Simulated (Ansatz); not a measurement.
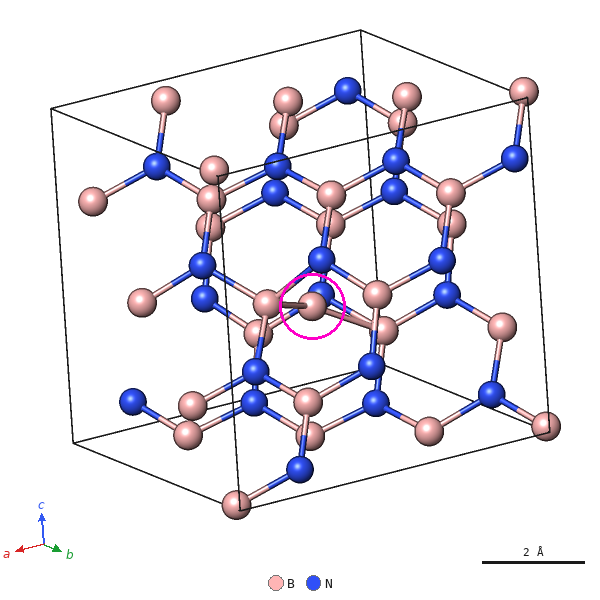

Crystal structure, ball-and-stick style, seen from a general direction. Lines trace the edges of the supercell. The host is BN, in a cell of 32 sites, and the cell is neutral. A ring marks the defect's site.

> What defect is present?

An interstitial boron atom. It is bonded to two B and one N (about 1.7 Å to B, 1.5 Å to N).

Computational set-up: DFT PBE+D3(BJ), scalar-relativistic, plane waves, PAW in Ansatz 0.2.0, 420 eV cutoff, a 2×2×2 mesh of k-points, Gaussian smearing of 0.01 eV, collinear spins.

> Does a spin moment come with the defect?

Yes, 1.0 μB in the cell.

The atoms were relaxed in the host's cell with Ansatz, DFT PBE+D3(BJ), scalar-relativistic, plane waves, PAW.
